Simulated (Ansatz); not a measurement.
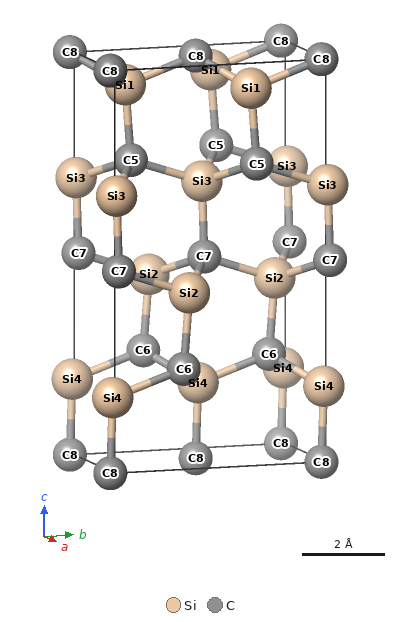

Figure 1. The structure as given in the input (ball-and-stick view of the cell 2 times as large as that of the calculation, set on its symmetry axes, seen slightly off an axis; atoms are numbered from 1 in the order of the input). An atom can appear more than once, as a periodic image. Near neighbours in the periodic cell (some may lie outside the picture): Si has 4 C at 1.88 to 1.94 Å; C has 4 Si at 1.88 to 1.94 Å.

# Single-point calculation, with input and output: SiC

SiC (8 atoms in the cell), computed with DFT LDA, scalar-relativistic, plane waves, PAW, PAW set soft_1, no spin polarisation (Ansatz 0.2.0).

The structure derives from a Materials Project entry. Figures and captions count atoms from 1; the log counts them from 0 in places.

**Input**
```yaml
crystal:
  lattice:
    - [3.0584677755, 0.0, 0.0]
    - [-1.5292338877, 2.7414156679, 0.0]
    - [0.0, 0.0, 10.0120151167]
  atoms:
    - { symbol: Si, position: [0.6459962333, 0.2919924665, 0.9378428256] }
    - { symbol: Si, position: [0.3540037667, 0.7080075335, 0.4378428256] }
    - { symbol: Si, position: [0.0090300749, 0.0180601498, 0.6879007609] }
    - { symbol: Si, position: [-0.0090300749, -0.0180601498, 0.1879007609] }
    - { symbol: C, position: [0.6729327088, 0.3458654176, 0.7498079005] }
    - { symbol: C, position: [0.3270672912, 0.6541345824, 0.2498079005] }
    - { symbol: C, position: [0.020453165, 0.0409063301, 0.500447513] }
    - { symbol: C, position: [-0.020453165, -0.0409063301, 0.000447513] }
basis:
  ecutwfc: 520.0
kpoints:
  mp_grid: { grid: [12, 12, 4] }
hamiltonian:
  xc: lda
  pseudopotentials: { kind: paw, azcp: { folder: soft_1 } }
scf:
  occupations: { method: gaussian, width: 0.05 }
output:
  forces: true
  stress: true
  eigenvalues: true
  write_density: true
  write_potential: true
  elf: true
  volumetric_format: npy
```

Launched with:
```bash
ansatz run input.yaml --threads 2 --pin off --max-ram 4096MiB --backend cpu --events-out ev --progress --plain --runs-dir out
```

**What the program printed**
```
Warning: [file] the record states the generating functional pbe (its physics header spells it `PBE`), which answers neither for hamiltonian.xc's functional nor for the lda family's — results may be inconsistent (PPs are generated against a specific XC)
Warning: [file] the record states the generating functional pbe (its physics header spells it `PBE`), which answers neither for hamiltonian.xc's functional nor for the lda family's — results may be inconsistent (PPs are generated against a specific XC)
Engine: ansatz 0.2.0, aarch64-unknown-linux-gnu
Pseudopotentials: kind: paw
Pseudopotential: Si, paw, valence charge 4, recommended cutoff 420 eV (normal), [file]
Pseudopotential: C, paw, valence charge 4, recommended cutoff 420 eV (normal), [file]
Functional definition: SPW92
  exchange = slater_x
  correlation = pw_c
Crystal: 8 atoms, lattice volume = 83.946 Å³
Basis set: ecut = 520 eV, 2251 PW (Γ)
Bands: 24, of which v1, the nominal top of the filled ones, is band 16 counted from 1 (15 counted from 0)
Symmetry: 4 space group operations
Space group: Cmc21 (ITA 36), of the structure as read, at distance tolerance 4.4e-5 Å
k-points: 129 of 576 (time reversal used)
Non-local potential: Si, projectors of the file, l = 0: 2, l = 1: 2, l = 2: 1
Non-local potential: C, projectors of the file, l = 0: 2, l = 1: 2, l = 2: 1
PAW form: soft (Blöchl's): semilocal exchange-correlation on the pseudo side does not see the compensation charge
PAW frozen core: Si, regenerated for the run's functional, and the local potential with it (the file was generated under x = pbe(κ = 0.804, μ = 0.2195149727645171), c = pbe(β = 0.06672455060314922))
PAW frozen core: C, regenerated for the run's functional, and the local potential with it (the file was generated under x = pbe(κ = 0.804, μ = 0.2195149727645171), c = pbe(β = 0.06672455060314922))
PAW one-centre angular grid: Si, 110 points (default); XC on 64 Gauss nodes
PAW one-centre angular grid: C, 110 points (default); XC on 64 Gauss nodes
Initial density: superposition of atomic densities (chi_scale 0.1, normalization cell, long waves kept (reshape's long-wave potential 0.00 eV rms))
Initial wavefunctions: pseudopotential atomic-orbital guess
Functional: x = slater, c = lda
SCF iter   1: F=—  HF=-3414.600238 eV  |F-HF|=—  |Δ(HF+E_count)|=         —  Δρ=1.35e-1  dr2=1.87e1  ethr=3.10e-3  ⟨swp⟩=6.5  Hψ=17889  notcnv=0  defer=3
preconditioner: auto → none  [insulator: Δε(μ)=3.946 eV  Ē_g=12.563 eV  σ=0.050 eV  W_gap=1.00  n_scr=8 (ndim 8)  ℏωp=22.9 eV  f_vac=0.000  D(μ)=0.00/eV (n_scr^D=0)  ε∞_Penn≈4.3]
SCF iter   2: F=—  HF=-3408.757911 eV  |F-HF|=—  |Δ(HF+E_count)|=    5.84e0  Δρ=3.26e-2  dr2=6.19e-1  ethr=3.10e-3  ⟨swp⟩=4.0  Hψ=8132  notcnv=0  defer=372
SCF iter   3: F=—  HF=-3408.606273 eV  |F-HF|=—  |Δ(HF+E_count)|=   1.52e-1  Δρ=1.15e-2  dr2=5.69e-2  ethr=1.93e-3  ⟨swp⟩=2.8  Hψ=5208  notcnv=0  defer=372
SCF iter   4: F=—  HF=-3408.596833 eV  |F-HF|=—  |Δ(HF+E_count)|=   9.44e-3  Δρ=9.72e-4  dr2=2.24e-3  ethr=1.78e-4  ⟨swp⟩=3.0  Hψ=5098  notcnv=0  defer=372
SCF iter   5: F=—  HF=-3408.596288 eV  |F-HF|=—  |Δ(HF+E_count)|=   5.45e-4  Δρ=3.14e-4  dr2=1.43e-4  ethr=6.99e-6  ⟨swp⟩=2.0  Hψ=4168  notcnv=0  defer=372
SCF iter   6: F=—  HF=-3408.596265 eV  |F-HF|=—  |Δ(HF+E_count)|=   2.29e-5  Δρ=8.24e-5  dr2=4.24e-6  ethr=4.48e-7  ⟨swp⟩=2.0  Hψ=4218  notcnv=0  defer=372
SCF iter   7: F=—  HF=-3408.596265 eV  |F-HF|=—  |Δ(HF+E_count)|=   7.29e-8  Δρ=1.81e-5  dr2=1.29e-7  ethr=1.33e-8  ⟨swp⟩=2.3  Hψ=4757  notcnv=0  defer=372
SCF iter   8: F=-3408.596265 eV  HF=-3408.596265 eV  |F-HF|=5.26e-10  |Δ(HF+E_count)|=   4.16e-8  Δρ=3.10e-6  dr2=3.26e-9  ethr=3.13e-10  ⟨swp⟩=17.6  Hψ=26594  notcnv=0
SCF 1 converged in 8 iterations: F = -3408.596265 eV  dr2 = 3.26e-9
  greatest PAW one-centre occupation: 0.639 electrons in one spin orbital (limit 2), on the C atom at site 7 (counted from 0), in its partial waves of l = 0
SCF converged after 8 iterations
Free energy (F): -3408.596265 eV
Harris-Foulkes:  -3408.596265 eV  (|F-HF|=5.26e-10)
Internal energy: -3408.596265 eV  (E = F + TS)
E sigma→0 (E₀):  -3408.596265 eV
Fermi energy:    10.181145 eV
--- Per-component energies (eV) ---
  E_band       = 103.771916
  E_kinetic    = 529.893299
  E_local      = -393.685330  (includes V_loc(G=0)·N_el)
  E_nonlocal   = 188.208146
  E_hartree    = 127.570303
  E_xc         = -418.350930
  E_vxc        = -433.346815  (∫ρ·V_xc dr)
  E_paw        = -2309.948332  (= ΣΔE_a)
  E_vpaw       = -42.437447  (= ΣTr[D̂ρ^β])
  E_aug_tail   = 0.000042  (compensation charges beyond the density's cutoff)
  E_ewald      = -1132.872116
  E_core_change = 0.588653  (= ΣΔE_core)
  E_smearing   = -0.000000  (= −TS)
  E_closure    = -0.000000  (closes the sum)
  Σ components = -3408.596265   (vs F -3408.596265, Δ=0.00e0)
--- Forces (eV/Å), atoms counted from 1 ---
  atom   1  Si     0.00000000     0.59372863     0.11363571
  atom   2  Si    -0.00000000    -0.59372863     0.11363571
  atom   3  Si    -0.00000000    -0.29141431     0.11726864
  atom   4  Si     0.00000000     0.29141431     0.11726864
  atom   5  C      0.00000000     0.12728023    -0.08261283
  atom   6  C     -0.00000000    -0.12728023    -0.08261283
  atom   7  C     -0.00000000    -0.03384416    -0.14828441
  atom   8  C      0.00000000     0.03384416    -0.14828441
  max |Σ_I F_I| component: 1.42e-5 eV/Å
--- Stress (GPa, compression-positive) ---
       -2.416353      -0.000000       0.000000
       -0.000000     -17.957245       0.000000
       -0.000000       0.000000      -1.280202
  P = ⅓ Tr σ = -7.2179 GPa (-72.179 kbar)
--- Band table (eV; the first three rows and the last of 129) ---
  k-point 0: bands = ["-6.1576", "-4.9567", "-4.9178", "-2.4560", "0.6108", "4.9236", "4.9731", "7.7797", "7.9391", "8.1918", "8.4638", "8.4820", "8.5022", "9.0563", "9.1562", "9.1671", "13.7147", "14.0768", "15.0460", "15.0620", "15.6879", "15.7264", "16.1986", "16.2286"]
  k-point 1: bands = ["-6.0797", "-5.4640", "-4.2834", "-2.8176", "1.0954", "3.5136", "6.3906", "7.8165", "7.9773", "8.0760", "8.2626", "8.5782", "8.7215", "8.8022", "8.9980", "9.0983", "13.7572", "14.0094", "15.1134", "15.1701", "15.7624", "15.7954", "16.2409", "16.2751"]
  k-point 2: bands = ["-5.8473", "-5.8473", "-3.5404", "-3.5404", "2.1821", "2.1821", "7.7151", "7.7151", "7.9250", "7.9250", "8.0886", "8.0886", "8.8449", "8.8449", "8.9405", "8.9405", "13.8715", "13.8715", "15.2252", "15.2252", "15.8517", "15.8517", "16.3078", "16.3078"]
  k-point 128: bands = ["-2.8303", "-2.8303", "-1.2534", "-1.2534", "1.7253", "1.7253", "2.6809", "2.6809", "4.4263", "4.4263", "5.0096", "5.0096", "5.7446", "5.7446", "7.5308", "7.5308", "12.9302", "12.9302", "14.7487", "14.7487", "15.8365", "15.8365", "16.8596", "16.8596"]
```

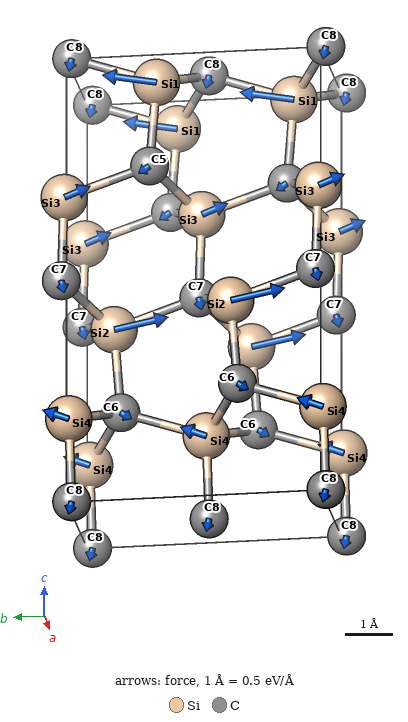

Figure 2. Forces on the atoms as blue arrows (ball-and-stick view of the cell 2 times as large as that of the calculation, set on its symmetry axes, seen at an oblique angle; atoms are numbered from 1 in the order of the input). The largest act on Si1, Si2 (0.60 eV/Å); Si3, Si4 (0.31 eV/Å). The geometry is not a stationary point of this energy.

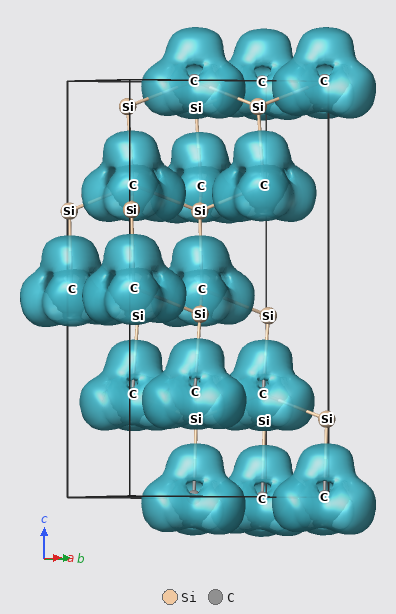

Figure 3. Isosurface of the ELF at 0.7 (cyan), seen at an oblique angle. Core shells and regions of very low density are left out. Sticks mark near contacts. The outline is the cell set on symmetry axes. Along the contacts the grid gives the following. Si–C (1.93 Å): the ELF peaks at about 0.95 between the atoms, which marks a covalent bond. The fields are those of the smooth PAW valence density.

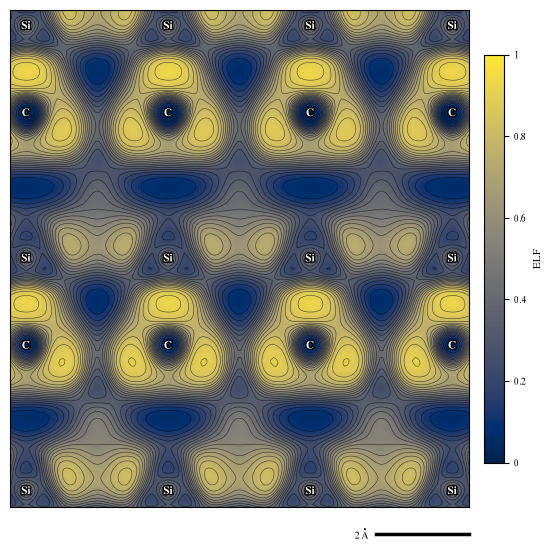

Figure 4. ELF on the (010) plane of the conventional cell. Atoms in the plane: Si and C.

**Summary**

- outcome: converged
- space group (tolerance 0.01 Å): Cmc2₁ (36)
- electrons treated: 32
- free energy: −3408.5963 eV
- Fermi energy: 10.181 eV
- gap on the k-point mesh: 2.03 eV
- pressure: −7.22 GPa
- largest force (length of the vector): 0.605 eV/Å
- hardware: 2 threads of Arm Neoverse N1, 98 GiB of memory available, shared host
- wall time: 41 s (CPU time 81 s)
- peak memory: 0.52 GiB

The program warns: the PAW datasets were made with another functional.
